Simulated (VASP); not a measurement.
# Run report: Co, workfunction calculation (part 1 of 2)

- system: Co (slab, 6 atoms in the cell)
- method: Kohn-Sham DFT of a periodic cell, PBE, VASP PAW PBE potentials, recommended, spin-polarised (VASP 6.6.1)

The structure derives from a Materials Project entry. It belongs to a series of runs on one base structure; here: the (0 0 1) slab of Co, cut from the database cell, not relaxed.

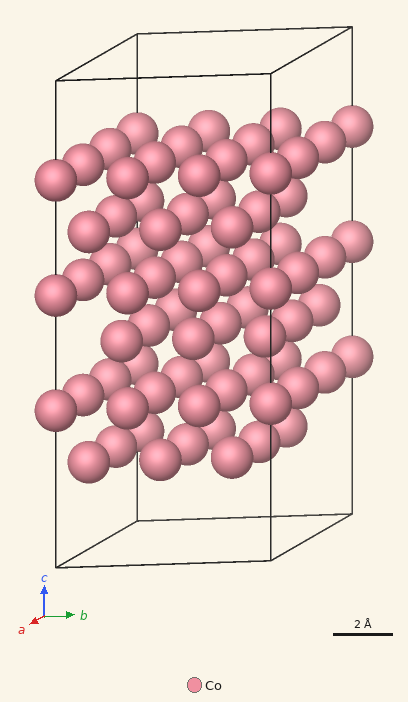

Figure 1. The structure (spheres-only view of the 3 × 3 repeat of the cell, with the vacuum cut short, seen slightly off an axis).

Key numbers

- outcome: converged
- electrons treated: 54
- free energy: −40.7535 eV
- Fermi energy of the self-consistent step: 2.602 eV
- gap on the k-point mesh: none (metallic)
- net moment of the cell: 10.06 μB
- largest force (length of the vector): 0.509 eV/Å
- hardware: 1 thread of Intel Xeon @ 2.50GHz (Skylake/Cascade Lake), 64 GiB of memory available, shared host
- wall time: 9.7 min
- peak memory: 0.36 GiB

INCAR
```
PREC     = Accurate       # precision mode
ENCUT    = 520            # plane-wave cutoff, eV
EDIFF    = 1E-6           # SCF threshold, eV
ISMEAR   = 0              # smearing method
SIGMA    = 0.05           # smearing width, eV
LREAL    = F              # projectors in reciprocal space
LASPH    = T              # aspherical terms in the spheres
NELM     = 120            # most SCF steps
ALGO     = Fast           # electronic algorithm
ISIF     = 2              # what is computed and relaxed
LWAVE    = F              # write WAVECAR
LCHARG   = T              # write CHGCAR
ISPIN    = 2              # spin polarisation
MAGMOM   = 2 2 2 2 2 2    # initial moments
LORBIT   = 11             # projections on sites
LMAXMIX  = 4              # l up to which the mixer works
LDIPOL   = T            
IDIPOL   = 3            
DIPOL    = 0.5 0.5 0.500
GGA      = PE             # functional
LELF     = T              # ELF
LVHAR    = T            
LVACPOTAV= T
```

KPOINTS
```
regular mesh
0
Gamma
  12 12 1
```

POSCAR
```
Co
1.0
    2.4705617809      0.0000000000      0.0000000000
   -1.2352808904      2.1395692639      0.0000000000
    0.0000000000      0.0000000000     25.1102922500
Co
6
Direct
    0.6666666700      0.3333333400      0.2986823063
    0.0000000000      0.0000000000      0.3792093838
    0.3333333300      0.6666666600      0.4597364613
    0.0000000000      0.0000000000      0.5402635387
    0.6666666700      0.3333333400      0.6207906162
    0.0000000000      0.0000000000      0.7013176937
```

Command:
```bash
cat potpaw_PBE.64/Co/POTCAR > POTCAR
mpirun -np 1 vasp_std > vasp.out
```

OSZICAR
```
N       E                     dE             d eps       ncg     rms          rms(c)
DAV:   1     0.412075819688E+03    0.41208E+03   -0.24522E+04  2904   0.163E+03
DAV:   2    -0.146631336947E+02   -0.42674E+03   -0.40523E+03  2888   0.343E+02
DAV:   3    -0.460315779686E+02   -0.31368E+02   -0.28402E+02  3140   0.132E+02
DAV:   4    -0.467858189959E+02   -0.75424E+00   -0.74473E+00  3162   0.224E+01
DAV:   5    -0.468054814355E+02   -0.19662E-01   -0.19660E-01  4402   0.243E+00    0.257E+01
RMM:   6    -0.631420821464E+02   -0.16337E+02   -0.71781E+01  3157   0.782E+01    0.481E+01
RMM:   7    -0.668586869791E+02   -0.37166E+01   -0.18849E+01  3145   0.355E+01    0.594E+01
RMM:   8    -0.132297677750E+03   -0.65439E+02   -0.13423E+01  3474   0.246E+01    0.758E+01
RMM:   9    -0.431430047183E+02    0.89155E+02   -0.45373E+00  3163   0.171E+01    0.317E+01
RMM:  10    -0.594133265065E+02   -0.16270E+02   -0.13763E+01  3593   0.298E+01    0.565E+01
RMM:  11    -0.420524254672E+02    0.17361E+02   -0.72931E+00  3287   0.230E+01    0.309E+01
RMM:  12    -0.385261226231E+02    0.35263E+01   -0.41339E+00  3107   0.184E+01    0.218E+01
RMM:  13    -0.385545135773E+02   -0.28391E-01   -0.13685E+00  3078   0.105E+01    0.150E+01
RMM:  14    -0.379663573850E+02    0.58816E+00   -0.59610E-01  3070   0.649E+00    0.915E+00
RMM:  15    -0.385587752731E+02   -0.59242E+00   -0.66572E-01  3227   0.545E+00    0.786E+00
RMM:  16    -0.394079491369E+02   -0.84917E+00   -0.17594E+00  3589   0.592E+00    0.672E+00
RMM:  17    -0.400210060359E+02   -0.61306E+00   -0.15071E+00  3541   0.555E+00    0.650E+00
RMM:  18    -0.401793760341E+02   -0.15837E+00   -0.37174E-01  3200   0.335E+00    0.525E+00
RMM:  19    -0.403886754084E+02   -0.20930E+00   -0.18284E-01  3242   0.192E+00    0.385E+00
RMM:  20    -0.405332852085E+02   -0.14461E+00   -0.93405E-02  3220   0.147E+00    0.289E+00
RMM:  21    -0.406835594603E+02   -0.15027E+00   -0.16669E-01  3451   0.145E+00    0.164E+00
RMM:  22    -0.407150512338E+02   -0.31492E-01   -0.18203E-02  3118   0.763E-01    0.196E+00
RMM:  23    -0.407164068508E+02   -0.13556E-02   -0.61972E-03  3167   0.353E-01    0.134E+00
RMM:  24    -0.407349328526E+02   -0.18526E-01   -0.13766E-02  3428   0.603E-01    0.973E-01
RMM:  25    -0.407363178441E+02   -0.13850E-02   -0.31193E-03  3182   0.282E-01    0.597E-01
RMM:  26    -0.407381122913E+02   -0.17944E-02   -0.50330E-04  3170   0.128E-01    0.603E-01
RMM:  27    -0.407430715944E+02   -0.49593E-02   -0.17443E-03  3446   0.179E-01    0.586E-01
RMM:  28    -0.407442563466E+02   -0.11848E-02   -0.59089E-04  3237   0.101E-01    0.568E-01
RMM:  29    -0.407432046292E+02    0.10517E-02   -0.78120E-04  3332   0.842E-02    0.442E-01
RMM:  30    -0.407403164926E+02    0.28881E-02   -0.59659E-04  3360   0.960E-02    0.314E-01
RMM:  31    -0.407351371386E+02    0.51794E-02   -0.75515E-04  3617   0.133E-01    0.219E-01
RMM:  32    -0.407400120323E+02   -0.48749E-02   -0.48367E-04  3438   0.868E-02    0.211E-01
RMM:  33    -0.407443302031E+02   -0.43182E-02   -0.35339E-04  3432   0.634E-02    0.743E-02
RMM:  34    -0.407479921909E+02   -0.36620E-02   -0.26555E-04  3446   0.466E-02    0.440E-02
RMM:  35    -0.407497167547E+02   -0.17246E-02   -0.17845E-04  3345   0.313E-02    0.268E-02
RMM:  36    -0.407505436349E+02   -0.82688E-03   -0.67430E-05  3160   0.240E-02    0.360E-02
RMM:  37    -0.407512252364E+02   -0.68160E-03   -0.25621E-05  2903   0.186E-02    0.218E-02
RMM:  38    -0.407520965832E+02   -0.87135E-03   -0.40271E-05  2854   0.141E-02    0.141E-02
RMM:  39    -0.407527050626E+02   -0.60848E-03   -0.21415E-05  2615   0.115E-02    0.137E-02
RMM:  40    -0.407529266231E+02   -0.22156E-03   -0.70803E-06  2245   0.781E-03    0.116E-02
RMM:  41    -0.407532045756E+02   -0.27795E-03   -0.10701E-05  2271   0.630E-03    0.965E-03
RMM:  42    -0.407533981982E+02   -0.19362E-03   -0.74805E-06  2204   0.573E-03    0.106E-02
RMM:  43    -0.407534623557E+02   -0.64157E-04   -0.13457E-06  1897   0.424E-03    0.883E-03
RMM:  44    -0.407535011939E+02   -0.38838E-04   -0.72878E-07  1678   0.213E-03    0.675E-03
RMM:  45    -0.407535223358E+02   -0.21142E-04   -0.48561E-07  1782   0.243E-03    0.465E-03
RMM:  46    -0.407535366228E+02   -0.14287E-04   -0.61299E-07  1564   0.175E-03    0.338E-03
RMM:  47    -0.407535390095E+02   -0.23867E-05   -0.19365E-07  1211   0.146E-03    0.185E-03
RMM:  48    -0.407535414053E+02   -0.23958E-05   -0.84492E-08  1139   0.136E-03    0.133E-03
RMM:  49    -0.407535436834E+02   -0.22781E-05   -0.11254E-07  1104   0.128E-03    0.103E-03
RMM:  50    -0.407535443031E+02   -0.61972E-06   -0.36580E-08   605   0.895E-04
   1 F= -.40753544E+02 E0= -.40749908E+02  d E =-.727308E-02  mag=    10.0627
```

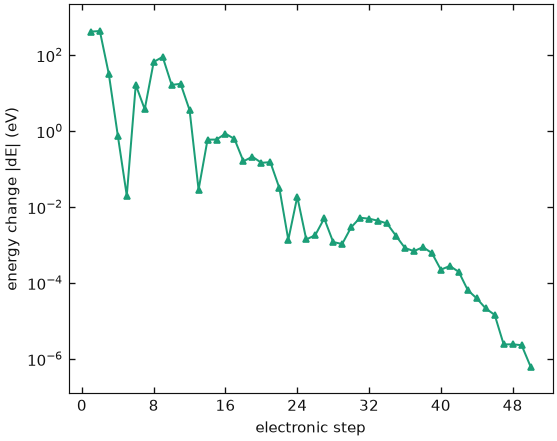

Figure 2. Convergence of the self-consistent field: energy change |dE| against the electronic step. It takes 50 electronic steps. The density is held fixed in the first few steps, and dE rises again when its update begins.

Parts of OUTCAR
```
PREC = Accurate
   ENCUT = 520
   EDIFF = 1E-6
   ISMEAR = 0
   LREAL = F
   LASPH = T
   NELM = 120
   ISIF = 2
   ISPIN = 2
   LORBIT = 11
   GGA = PE

 ion  position               nearest neighbor table
   1  0.667  0.333  0.299-   2 2.47   2 2.47   2 2.47
   2  0.000  0.000  0.379-   3 2.47   1 2.47   3 2.47   1 2.47   3 2.47   1 2.47
   3  0.333  0.667  0.460-   4 2.47   2 2.47   4 2.47   4 2.47   2 2.47   2 2.47
   4  0.000  0.000  0.540-   3 2.47   5 2.47   3 2.47   3 2.47   5 2.47   5 2.47
   5  0.667  0.333  0.621-   4 2.47   6 2.47   4 2.47   6 2.47   4 2.47   6 2.47
   6  0.000  0.000  0.701-   5 2.47   5 2.47   5 2.47

  LATTYP: Found a hexagonal cell.
 ALAT       =     2.4705617809
 C/A-ratio  =    10.1637985515

  Lattice vectors:

 A1 = (   2.4705617809,   0.0000000000,   0.0000000000)
 A2 = (  -1.2352808904,   2.1395692639,   0.0000000000)
 A3 = (   0.0000000000,   0.0000000000,  25.1102922500)

Analysis of symmetry for initial positions (statically):
=====================================================================
 Subroutine PRICEL returns:
 Original cell was already a primitive cell.

 Routine SETGRP: Setting up the symmetry group for a
 hexagonal supercell.

 Subroutine GETGRP returns: Found  6 space group operations
 (whereof  6 operations were pure point group operations)
 out of a pool of 24 trial point group operations.

The static configuration has the point symmetry C_3v.

Analysis of symmetry for dynamics (positions and initial velocities):
=====================================================================
 Subroutine PRICEL returns:
 Original cell was already a primitive cell.

 Routine SETGRP: Setting up the symmetry group for a
 hexagonal supercell.

 Subroutine GETGRP returns: Found  6 space group operations
 (whereof  6 operations were pure point group operations)
 out of a pool of 24 trial point group operations.

The dynamic configuration has the point symmetry C_3v.

Analysis of structural, dynamic, and magnetic symmetry:
=====================================================================
 Subroutine PRICEL returns:
 Original cell was already a primitive cell.

 Routine SETGRP: Setting up the symmetry group for a
 hexagonal supercell.

 Subroutine GETGRP returns: Found  6 space group operations
 (whereof  6 operations were pure point group operations)
 out of a pool of 24 trial point group operations.

The overall configuration has the point symmetry C_3v.

 Subroutine INISYM returns: Found  6 space group operations
 (whereof  6 operations are pure point group operations),
 and found     1 'primitive' translations

----------------------------------------------------------------------------------------

                                     Primitive cell

  volume of cell :     132.7314

  direct lattice vectors                    reciprocal lattice vectors
     2.470561781  0.000000000  0.000000000     0.404766239  0.233691897  0.000000000
    -1.235280890  2.139569264  0.000000000     0.000000000  0.467383794  0.000000000
     0.000000000  0.000000000 25.110292250     0.000000000  0.000000000  0.039824308

  length of vectors
     2.470561781  2.470561781 25.110292250     0.467383794  0.467383794  0.039824308

  position of ions in fractional coordinates (direct lattice)
     0.666666670  0.333333340  0.298682306
     0.000000000  0.000000000  0.379209384
     0.333333330  0.666666660  0.459736461
     0.000000000  0.000000000  0.540263539
     0.666666670  0.333333340  0.620790616
     0.000000000  0.000000000  0.701317694

  ion indices of the primitive-cell ions
   primitive index   ion index
                 1           1
                 2           2
                 3           3
                 4           4
                 5           5
                 6           6

----------------------------------------------------------------------------------------

 KPOINTS: regular mesh

Automatic generation of k-mesh.
 Grid dimensions read from file:
 generate k-points for:   12   12    1

 Generating k-lattice:

  Cartesian coordinates                     Fractional coordinates (reciprocal lattice)
     0.033730520  0.019474325  0.000000000     0.083333333 -0.000000000  0.000000000
     0.000000000  0.038948649  0.000000000     0.000000000  0.083333333  0.000000000
     0.000000000  0.000000000  0.039824308     0.000000000  0.000000000  1.000000000

  Length of vectors
     0.038948649  0.038948649  0.039824308

  Shift w.r.t. Gamma in fractional coordinates (k-lattice)
     0.000000000  0.000000000  0.000000000

 Subroutine IBZKPT returns following result:
 ===========================================

 Found     19 irreducible k-points:

 Following reciprocal coordinates:
            Coordinates               Weight
  0.000000  0.000000  0.000000      1.000000
  0.083333  0.000000  0.000000      6.000000
  0.166667  0.000000  0.000000      6.000000
  0.250000  0.000000  0.000000      6.000000
  0.333333  0.000000  0.000000      6.000000
  0.416667  0.000000  0.000000      6.000000
  0.500000  0.000000  0.000000      3.000000
  0.083333  0.083333  0.000000      6.000000
  0.166667  0.083333  0.000000     12.000000
  0.250000  0.083333  0.000000     12.000000
  0.333333  0.083333  0.000000     12.000000
  0.416667  0.083333  0.000000     12.000000
  0.166667  0.166667  0.000000      6.000000
  0.250000  0.166667  0.000000     12.000000
  0.333333  0.166667  0.000000     12.000000
  0.416667  0.166667  0.000000      6.000000
  0.250000  0.250000  0.000000      6.000000
  0.333333  0.250000  0.000000     12.000000
  0.333333  0.333333  0.000000      2.000000
   k-points           NKPTS =     19   k-points in BZ     NKDIM =     19   number of bands    NBANDS=     38
   number of dos      NEDOS =    301   number of ions     NIONS =      6
   total plane-waves  NPLWV =  62208
   dimension x,y,z NGX =    18 NGY =   18 NGZ =  192
   dimension x,y,z NGXF=    36 NGYF=   36 NGZF=  384
   ions per type =               6
   NGX,Y,Z   is equivalent  to a cutoff of  12.11, 12.11, 12.71 a.u.
   NGXF,Y,Z  is equivalent  to a cutoff of  24.22, 24.22, 25.42 a.u.
 SYSTEM =  unknown system
   PREC   = accura    normal or accurate (medium, high low for compatibility)
   ISTART =      0    job   : 0-new  1-cont  2-samecut
   ICHARG =      2    charge: 1-file 2-atom 10-const
   ISPIN  =      2    spin polarized calculation?
   LNONCOLLINEAR =      F non collinear calculations
   LSORBIT =      F    spin-orbit coupling
   LASPH  =      T    aspherical Exc in radial PAW
   ENCUT  =  520.0 eV  38.22 Ry    6.18 a.u.   4.59  4.59 46.69*2*pi/ulx,y,z
   NELM   =    120;   NELMIN=  2; NELMDL= -5     # of ELM steps
   EDIFF  = 0.1E-05   stopping-criterion for ELM
   LREAL  =      F    real-space projection
   EDIFFG = 0.1E-04   stopping-criterion for IOM
   NSW    =      0    number of steps for IOM
   IBRION =     -1    ionic relax: 0-MD 1-quasi-New 2-CG
   NFREE  =      0    steps in history (QN), initial steepest desc. (CG)
   ISIF   =      2    stress and relaxation
   ISYM   =      2    0-nonsym 1-usesym 2-fastsym
   POTIM  = 0.5000    time-step for ionic-motion
   TEBEG  =    0.0;   TEEND  =   0.0 temperature during run
   PSTRESS=    0.0 pullay stress
   NELECT =      54.0000    total number of electrons
   NUPDOWN=      -1.0000    fix difference up-down
   EMIN   =  10.00;   EMAX   =-10.00  energy-range for DOS
   EFERMI =   0.00;   METHOD = LEGACY
   ISMEAR =     0;   SIGMA  =   0.05  broadening in eV -4-tet -1-fermi 0-gaus
   EFERMI_NEDOS =   21; number of points for ismear=-14 and -15
   IALGO  =     68    algorithm
   IMIX   =      4    mixing-type and parameters
     AMIX     =   0.40;   BMIX     =  1.00
     AMIX_MAG =   1.60;   BMIX_MAG =  1.00
  volume/ion in A,a.u.               =      22.12       149.29
  Fermi-wavevector in a.u.,A,eV,Ry     =   1.213058  2.292347 20.021096  1.471509
  Thomas-Fermi vector in A             =   2.348522
   LORBIT       =     11    0 simple, 1 ext, 2 COOP (PROOUT), +10 PAW based schemes
   GGA     = PE    functional components
   LHFCALC =     F    Hartree Fock is set to
   AEXX    =    0.0000 exact exchange contribution
   IVDW    =     0    specifies the selected vdW correction
   LEPSILON=     F    determine dielectric tensor
   LRPA    =     F    only Hartree local field effects (RPA)
 spin polarized calculation
 RMM-DIIS sequential band-by-band and
 Gauss-broadening in eV      SIGMA  =   0.05
  energy-cutoff  :      520.00
  volume of cell :      132.73
 maximum number of plane-waves:      3622
   NGX =  9   NGY =  9   NGZ = 93

 dipolmoment           0.000000      0.000000      0.010712 electrons x Angstroem

 number of electron      53.9999994 magnetization      10.0626603

 dipolmoment           0.000000      0.000000     -0.001465 electrons x Angstroem

 Free energy of the ion-electron system (eV)
  ---------------------------------------------------
  ext. energy  EPLUGINS =         0.00000000
  ---------------------------------------------------
  free energy    TOTEN  =       -40.75354430 eV

  energy without entropy =      -40.74627122  energy(sigma->0) =      -40.74990776

 E-fermi :   2.6022     XC(G=0):  -7.3023     alpha+bet : -8.6947

 val. band max:        2.5936753112   @ k =   0.0000   0.0000   0.0000
 cond. band min:       2.6127331718   @ k =   0.2500   0.0000   0.0000
 fundamental gap:      0.0190578606
 Fermi energy:         2.6022110533

 spin component 1

 k-point     1 :       0.0000    0.0000    0.0000
  band No.  band energies     occupation
      1      -6.2533      1.00000
      2      -5.5802      1.00000
      3      -4.5536      1.00000
      4      -3.4840      1.00000
      5      -2.8442      1.00000
      6      -2.6917      1.00000
      7      -0.4338      1.00000
      8      -0.3600      1.00000
      9      -0.2296      1.00000
     10      -0.2191      1.00000
     11      -0.1863      1.00000
     12      -0.1863      1.00000
     13      -0.1661      1.00000
     14      -0.1661      1.00000
     15      -0.0407      1.00000
     16      -0.0407      1.00000
     17       0.0357      1.00000
     18       0.0357      1.00000
     19       0.1174      1.00000
     20       0.1174      1.00000
     21       0.2128      1.00000
     22       0.2128      1.00000
     23       0.6532      1.00000
     24       0.8026      1.00000
     25       0.8026      1.00000
     26       0.9433      1.00000
     27       0.9433      1.00000
     28       1.1118      1.00000
     29       1.1118      1.00000
     30       1.4484      1.00000
     31       1.4484      1.00000
     32       1.5834      1.00000
     33       1.5834      1.00000
     34       1.7265      1.00000
     35       1.7265      1.00000
     36       2.0927      1.00000
     37       2.5937      0.59539
     38       7.2740      0.00000
```
